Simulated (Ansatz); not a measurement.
**AlGaAs2 (zincblende [001] superlattice): band gap by G0W0 on PBEsol**

Aim: the quasiparticle gap of AlGaAs2 (zincblende [001] superlattice), starting from PBEsol.

Method: PBEsol, then G0W0 on it, plane waves, PAW, in Ansatz 0.2.0.

## (1) Set-up

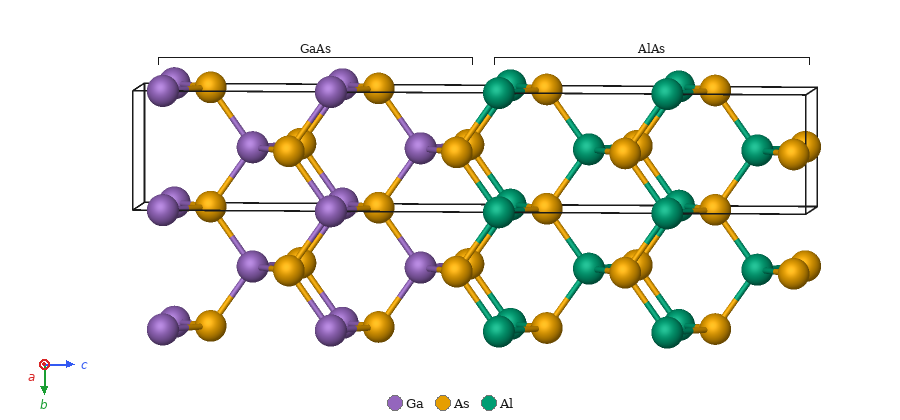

The starting structure, seen from the side, with the c axis across the page (gallium purple, arsenic orange, aluminium teal). 1×2×1 cells are drawn. Some periodic images of atoms are drawn too.

The cell holds 16 atoms: 4 Ga, 8 As and 4 Al. Cell: a = 4.000 Å, b = 4.000 Å, c = 22.629 Å, α = 90.0°, β = 90.0°, γ = 90.0°. It derives from GaAs. Regions: GaAs, 8 atoms (4 Ga and 4 As); AlAs, 8 atoms (4 Al and 4 As). The structure's axis is c.

The start is a generated structure, not a measured one. The default PAW set here is soft_2. Its files were made with PBE.

## (2) Relaxing the structure

The structure is relaxed first.

This step: DFT, PBEsol, plane waves, PAW.

Contents of input.yaml:

```yaml
crystal:
  lattice:
    - [4.0002798379, 0.0, 0.0]
    - [0.0, 4.0002798379, 0.0]
    - [0.0, 0.0, 22.6290089107]
  atoms:
    - { symbol: Ga, position: [0.0, 0.0, 0.0312892196] }
    - { symbol: As, position: [0.5, 0.0, 0.0937107804] }
    - { symbol: Ga, position: [0.5, 0.5, 0.1561323413] }
    - { symbol: As, position: [0.0, 0.5, 0.2185539021] }
    - { symbol: Ga, position: [0.0, 0.0, 0.280975463] }
    - { symbol: As, position: [0.5, 0.0, 0.3433970239] }
    - { symbol: Ga, position: [0.5, 0.5, 0.4058185847] }
    - { symbol: As, position: [0.0, 0.5, 0.4682401456] }
    - { symbol: Al, position: [0.0, 0.0, 0.5306617064] }
    - { symbol: As, position: [0.5, 0.0, 0.5932401456] }
    - { symbol: Al, position: [0.5, 0.5, 0.6558185847] }
    - { symbol: As, position: [0.0, 0.5, 0.7183970239] }
    - { symbol: Al, position: [0.0, 0.0, 0.780975463] }
    - { symbol: As, position: [0.5, 0.0, 0.8435539021] }
    - { symbol: Al, position: [0.5, 0.5, 0.9061323413] }
    - { symbol: As, position: [0.0, 0.5, 0.9687107804] }
kpoints:
  mp_grid: { grid: [6, 6, 2] }
hamiltonian:
  xc: pbesol
scf:
  occupations: { method: fermi_dirac, width: 0.02 }
relax:
  f_tol: 0.015
  max_steps: 100
  cell: {}
output:
  write_density: true
  write_potential: true
  elf: true
  volumetric_format: npy
```

The run is started by

```bash
$ ansatz run input.yaml --threads 3 --pin off --max-ram 92160MiB --backend cuda --events-out ev --progress --plain --runs-dir out --devices 1 --max-vram 13GiB  # rebuilt from the run's record
```

Numbers of over 12 decimals in the logs are rounded to 6 here.

Log:

```text
GPUs: using 1 of 1 available (devices: 1).
Engine: ansatz 0.2.0, x86_64-unknown-linux-gnu
Pseudopotentials: kind: paw
Pseudopotential: Ga, paw, valence charge 13, recommended cutoff 420 eV (normal), Ga.paw.azcp
Pseudopotential: As, paw, valence charge 15, recommended cutoff 420 eV (normal), As.paw.azcp
Pseudopotential: Al, paw, valence charge 3, recommended cutoff 420 eV (normal), Al.paw.azcp
Functional definition: PBEsol
  exchange = pbesol_x
  correlation = pbesol_c
device memory: the entry about to start is reckoned to put 5.6 GiB on a device that reports 51.0 GiB free (of which the cap on the GPU budget leaves the run 13.0 GiB)
GPU FFT provider: cuFFT
GPU libraries: cuBLAS 13.8.2, cuFFT 12.4.0, cuSOLVER 12.3.4
Crystal: 16 atoms, lattice volume = 362.115 Å³
Basis set: ecut = 420 eV, 7091 PW (Γ), exchange–correlation on 54×54×320 points (8 copies of the dense FFT grid, shifted against one another)
Bands: 111, of which v1, the nominal top of the filled ones, is band 92 counted from 1 (91 counted from 0)
Symmetry: 4 space group operations
Space group: Pmm2 (ITA 25), of the structure as read, at distance tolerance 7.1e-5 Å
k-points: 32 of 72
Non-local potential: Ga, projectors of the file, l = 0: 2, l = 1: 2, l = 2: 3, l = 3: 1
Non-local potential: As, projectors of the file, l = 0: 2, l = 1: 2, l = 2: 3, l = 3: 1
Non-local potential: Al, projectors of the file, l = 0: 2, l = 1: 2, l = 2: 1
PAW form: soft (Blöchl's): semilocal exchange-correlation on the pseudo side does not see the compensation charge
PAW frozen core: Ga, regenerated for the run's functional, and the local potential with it (the file was generated under x = pbe(κ = 0.804, μ = 0.219515), c = pbe(β = 0.066725))
PAW frozen core: As, regenerated for the run's functional, and the local potential with it (the file was generated under x = pbe(κ = 0.804, μ = 0.219515), c = pbe(β = 0.066725))
PAW frozen core: Al, regenerated for the run's functional, and the local potential with it (the file was generated under x = pbe(κ = 0.804, μ = 0.219515), c = pbe(β = 0.066725))
PAW one-centre angular grid: Ga, 590 points (default); XC on 64 Gauss nodes
PAW one-centre angular grid: As, 590 points (default); XC on 64 Gauss nodes
PAW one-centre angular grid: Al, 110 points (default); XC on 64 Gauss nodes
Initial density: superposition of atomic densities (neutral atoms: chi_scale 0, normalization atom), corrected by the library's trained network
Initial wavefunctions: pseudopotential atomic-orbital guess
GPU buffer pool allocated for 116640 grid points (all kernels)
GPU transforms: local potential and band sums: pruned to the plane-wave sphere, on 27×27×160
Functional: x = pbesol(κ = 0.804, μ = 0.123457), c = pbesol(β = 0.046)
SCF iter   1: F=—  HF=-55581.163168 eV  |F-HF|=—  |Δ(HF+E_count)|=         —  Δρ=2.92e-3  dr2=5.56e-2  ethr=1.77e-3  ⟨swp⟩=6.1  Hψ=13169  notcnv=0  defer=61
preconditioner: auto → Resta (q_TF=auto, 2.437 Å⁻¹)  ε∞=3.6  [insulator: Δε(μ)=1.010 eV  Ē_g=12.377 eV  σ=0.020 eV  W_gap=1.00  n_scr=96 (ndim 8)  ℏωp=19.9 eV  f_vac=0.038  D(μ)=0.00/eV (n_scr^D=0)  ε∞_Penn≈3.6]
SCF iter   2: F=—  HF=-55581.143738 eV  |F-HF|=—  |Δ(HF+E_count)|=   1.94e-2  Δρ=1.60e-3  dr2=1.50e-2  ethr=3.02e-5  ⟨swp⟩=3.0  Hψ=7196  notcnv=0  defer=377
SCF iter   3: F=—  HF=-55581.142486 eV  |F-HF|=—  |Δ(HF+E_count)|=   1.25e-3  Δρ=5.70e-4  dr2=4.39e-3  ethr=8.17e-6  ⟨swp⟩=2.9  Hψ=5026  notcnv=0  defer=377
SCF iter   4: F=—  HF=-55581.142593 eV  |F-HF|=—  |Δ(HF+E_count)|=   1.07e-4  Δρ=2.20e-4  dr2=8.10e-4  ethr=2.39e-6  ⟨swp⟩=2.0  Hψ=5030  notcnv=0  defer=377
SCF iter   5: F=—  HF=-55581.142025 eV  |F-HF|=—  |Δ(HF+E_count)|=   5.68e-4  Δρ=9.68e-5  dr2=4.71e-5  ethr=4.40e-7  ⟨swp⟩=2.0  Hψ=3666  notcnv=0  defer=377
SCF iter   6: F=—  HF=-55581.142762 eV  |F-HF|=—  |Δ(HF+E_count)|=   7.36e-4  Δρ=5.16e-5  dr2=1.26e-5  ethr=2.56e-8  ⟨swp⟩=2.0  Hψ=5928  notcnv=0  defer=377
SCF iter   7: F=—  HF=-55581.142761 eV  |F-HF|=—  |Δ(HF+E_count)|=   7.00e-7  Δρ=1.44e-5  dr2=5.11e-7  ethr=6.87e-9  ⟨swp⟩=2.0  Hψ=4838  notcnv=0  defer=377
SCF iter   8: F=-55581.142762 eV  HF=-55581.142762 eV  |F-HF|=2.10e-8  |Δ(HF+E_count)|=   7.50e-7  Δρ=3.85e-6  dr2=4.98e-8  ethr=5.43e-11  ⟨swp⟩=8.0  Hψ=26940  notcnv=0
SCF 1 converged in 8 iterations: F = -55581.142762 eV  dr2 = 4.98e-8
  greatest PAW one-centre occupation: 0.999 electrons in one spin orbital (limit 2), on the As atom at site 3 (counted from 0), in its partial waves of l = 2
relax step   1: F+E_penalty+E_count = -55581.14276169 eV  Δ(F+E_penalty+E_count) = +0.000e0 eV  max|allowed force component| = 3.258e-2 eV/Å  Δτ_max = 0.0000 Å  P = +0.382 GPa  Ω = 362.115 Å³  (8 SCF iters, dr2 threshold 1.00e-7 eV, accepted)
[...]
relax step   2: F+E_penalty+E_count = -55581.14545797 eV  Δ(F+E_penalty+E_count) = -2.696e-3 eV  max|allowed force component| = 5.810e-3 eV/Å  Δτ_max = 0.0116 Å  P = +0.024 GPa  Ω = 363.908 Å³  energy of the carried Pulay correction = -3.214e-4 eV  (5 SCF iters, dr2 threshold 5.04e-7 eV, accepted)
[...]
relax step   3: F+E_penalty+E_count = -55581.14555123 eV  Δ(F+E_penalty+E_count) = -9.326e-5 eV  max|allowed force component| = 1.200e-3 eV/Å  Δτ_max = 0.0022 Å  P = +0.002 GPa  Ω = 364.022 Å³  energy of the carried Pulay correction = -3.419e-4 eV  (6 SCF iters, dr2 threshold 1.40e-8 eV, accepted)
[...]
relax step   4: F+E_penalty+E_count = -55581.14588759 eV  Δ(F+E_penalty+E_count) = -3.364e-4 eV  max|allowed force component| = 1.193e-3 eV/Å  Δτ_max = 0.0000 Å  P = +0.003 GPa  Ω = 364.022 Å³  stress off target by 4.33e-3 GPa  SCF on the basis re-selected at this cell (its energy is not comparable with the rows above)  (5 SCF iters)
basis re-selected at this cell: Δ(F+E_penalty+E_count) = -3.364e-4 eV, ΔP = +0.001 GPa vs the last step (what re-selecting the basis moved, of the pressure what is left beyond the Pulay correction that the steps carried, after the strain that the cell walked since its last selection, with what the two solves' SCF thresholds leave and, on support functions, any second-order correction that the steps lacked; it is no m [...]
SCF converged after 5 iterations
Free energy (F): -55581.145888 eV
Harris-Foulkes:  -55581.145888 eV  (|F-HF|=7.28e-11)
Internal energy: -55581.145888 eV  (E = F + TS)
E sigma→0 (E₀):  -55581.145888 eV
Fermi energy:    7.660119 eV
--- Per-component energies (eV) ---
  E_band       = -2375.591576
  E_kinetic    = 1383.572502
  E_local      = -33415.502449  (includes V_loc(G=0)·N_el)
  E_nonlocal   = -3599.441150
  E_hartree    = 17027.431632
  E_xc         = -1060.468628
  E_vxc        = -982.524995  (∫ρ·V_xc dr)
  E_paw        = -23964.397173  (= ΣΔE_a)
  E_vpaw       = 183.440654  (= ΣTr[D̂ρ^β])
  E_aug_tail   = -0.000505  (compensation charges beyond the density's cutoff)
  E_ewald      = -11963.600013
  E_core_change = 11.259897  (= ΣΔE_core)
  E_smearing   = -0.000000  (= −TS)
  E_closure    = 0.000000  (closes the sum)
  Σ components = -55581.145888   (vs F -55581.145888, Δ=0.00e0)
--- Forces (eV/Å), atoms counted from 1 ---
  atom   1  Ga     0.00000000     0.00000000    -0.00119306
  atom   2  As     0.00000000     0.00000000    -0.00019164
  atom   3  Ga     0.00000000     0.00000000     0.00007024
  atom   4  As     0.00000000     0.00000000     0.00003139
  atom   5  Ga     0.00000000     0.00000000     0.00004802
  atom   6  As     0.00000000     0.00000000     0.00019166
  atom   7  Ga     0.00000000     0.00000000     0.00115754
  atom   8  As     0.00000000     0.00000000    -0.00005041
  atom   9  Al     0.00000000     0.00000000     0.00032514
  atom  10  As     0.00000000     0.00000000     0.00021983
  atom  11  Al     0.00000000     0.00000000     0.00003979
  atom  12  As     0.00000000     0.00000000    -0.00004330
  atom  13  Al     0.00000000     0.00000000    -0.00004717
  atom  14  As     0.00000000     0.00000000    -0.00030797
  atom  15  Al     0.00000000     0.00000000    -0.00031400
  atom  16  As     0.00000000     0.00000000     0.00006381
  max |Σ_I F_I| component: 1.50e-7 eV/Å
--- Stress (GPa, compression-positive) ---
        0.003192       0.000000       0.000000
        0.000000       0.001758       0.000000
        0.000000       0.000000       0.004329
  P = ⅓ Tr σ = 0.0031 GPa (0.031 kbar)
--- Band table (eV; the first three rows and the last of 32) ---
  k-point 0: bands = [... 88 lower, 6.5245, 7.1165, 7.1416, 7.1418, 8.1612, 8.3488, 8.6051, 8.7341, ... 15 higher]
  k-point 1: bands = [... 88 lower, 6.7931, 6.7932, 7.0693, 7.0694, 8.3198, 8.5641, 8.6428, 8.8770, ... 15 higher]
  k-point 2: bands = [... 88 lower, 6.5379, 6.6957, 6.7502, 7.0510, 8.7859, 9.0538, 9.1331, 9.1754, ... 15 higher]
  k-point 31: bands = [... 88 lower, 4.5394, 4.5589, 4.5639, 4.5765, 8.5525, 8.6094, 8.8835, 8.9131, ... 15 higher]
--- Relaxed structure (3 steps of the walk, 3 accepted, 1 SCFs on fresh bases) ---
  F+E_penalty+E_count = -55581.14588759 eV   max|allowed force component| = 1.193e-3 eV/Å   (the final SCF, on the basis selected at the relaxed cell)
  cell:  # Å, volume = 364.0222 Å³
    - [4.011879, 0.0, 0.0]
    - [0.0, 4.011935, 0.0]
    - [0.0, 0.0, 22.616544]
  atoms:
    - { symbol: Ga, position: [0.0, 0.0, 0.031555] }
    - { symbol: As, position: [0.5, 0.0, 0.093872] }
    - { symbol: Ga, position: [0.5, 0.5, 0.156160] }
    - { symbol: As, position: [0.0, 0.5, 0.218474] }
    - { symbol: Ga, position: [0.0, 0.0, 0.280788] }
    - { symbol: As, position: [0.5, 0.0, 0.343078] }
    - { symbol: Ga, position: [0.5, 0.5, 0.405395] }
    - { symbol: As, position: [0.0, 0.5, 0.467935] }
    - { symbol: Al, position: [0.0, 0.0, 0.530417] }
    - { symbol: As, position: [0.5, 0.0, 0.593092] }
    - { symbol: Al, position: [0.5, 0.5, 0.655783] }
    - { symbol: As, position: [0.0, 0.5, 0.718477] }
    - { symbol: Al, position: [0.0, 0.0, 0.781169] }
    - { symbol: As, position: [0.5, 0.0, 0.843861] }
    - { symbol: Al, position: [0.5, 0.5, 0.906534] }
    - { symbol: As, position: [0.0, 0.5, 0.969017] }
```

Run time: 24 s. Hardware: 1 × NVIDIA H100 80GB HBM3 (shared by 6 runs) with 3 threads of AMD EPYC 7R13 (Zen 3), shared host; peak memory 1.1 GiB.

Step by step:

```csv
step,energy less that of the first step (eV),largest force component (eV/Å),pressure (GPa),volume (Å³)
1,0.0000,0.0326,0.38,362.11
2,-0.0027,0.0058,0.02,363.91
3,-0.0028,0.0012,0.00,364.02
4*,-0.0031,0.0012,0.00,364.02
```

Relaxation steps marked * repeat the geometry before them on a plane-wave basis chosen anew for their cell, so energy and pressure can jump there.

The run keeps the 4 symmetry operations that it works with, so distortions that break them were not tested.

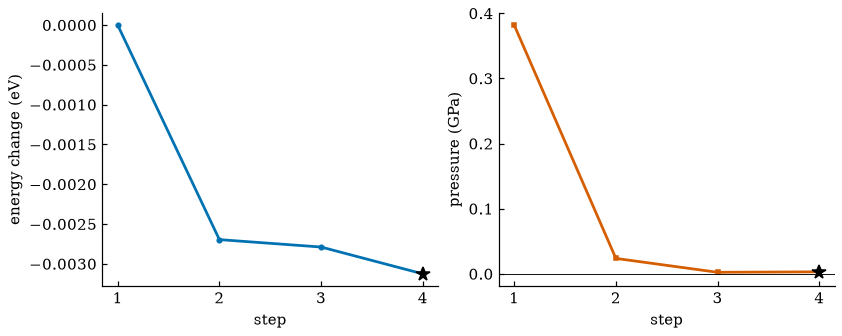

Energy and pressure along the relaxation. Stars mark steps on a basis chosen anew.

```csv
cell as run,before,after,change
a (Å),4.000,4.012,+0.3 %
b (Å),4.000,4.012,+0.3 %
c (Å),22.629,22.617,-0.1 %
volume (Å³/atom),22.63,22.75,+0.5 %
```

Final coordinates:

```cif
data_structure
_symmetry_space_group_name_H-M 'P 1'
_symmetry_Int_Tables_number 1
_cell_length_a 4.0119
_cell_length_b 4.0119
_cell_length_c 22.6165
_cell_angle_alpha 90.000
_cell_angle_beta 90.000
_cell_angle_gamma 90.000
_cell_volume 364.02
loop_
_atom_site_label
_atom_site_type_symbol
_atom_site_fract_x
_atom_site_fract_y
_atom_site_fract_z
_atom_site_occupancy
Ga1 Ga 0.00000 0.00000 0.03155 1
As2 As 0.50000 0.00000 0.09387 1
Ga3 Ga 0.50000 0.50000 0.15616 1
As4 As 0.00000 0.50000 0.21847 1
Ga5 Ga 0.00000 0.00000 0.28079 1
As6 As 0.50000 0.00000 0.34308 1
Ga7 Ga 0.50000 0.50000 0.40540 1
As8 As 0.00000 0.50000 0.46793 1
Al9 Al 0.00000 0.00000 0.53042 1
As10 As 0.50000 0.00000 0.59309 1
Al11 Al 0.50000 0.50000 0.65578 1
As12 As 0.00000 0.50000 0.71848 1
Al13 Al 0.00000 0.00000 0.78117 1
As14 As 0.50000 0.00000 0.84386 1
Al15 Al 0.50000 0.50000 0.90653 1
As16 As 0.00000 0.50000 0.96902 1
```

The program's warnings for this run: band table not solved further.

[end of part 1 of 3]

[Paths, hosts, dates, memory and timing lines, banners, echoed tables and standing remarks are left out of the program output.]

[Logs are printed without paths, hosts, clocks, repeated set-up lines and the standing remarks that a program may print on its own settings, such as how far it seeks lower states.]

[Runs of the session that timed out or met a known fault of the program may be left out.]

[Cells called generated may have been cut or substituted from an entry of the Crystallography Open Database or the Materials Project.]

[Hosts, paths, dates, database ids (printed as entryN), source tags and the programs' standing remarks are cut or masked in the printed files.]

[Where an RPA ε∞ is given, it is that of the G0W0 mesh and is not shown converged in it. Names of k-points follow the symmetry that the program found, which can be lower than the space group named. Band edges on a path are those of the sampled points; other points can move an edge, and change direct to indirect where valleys lie close.]

[Hybrid gaps are those of their k-mesh and are not shown converged in it.]
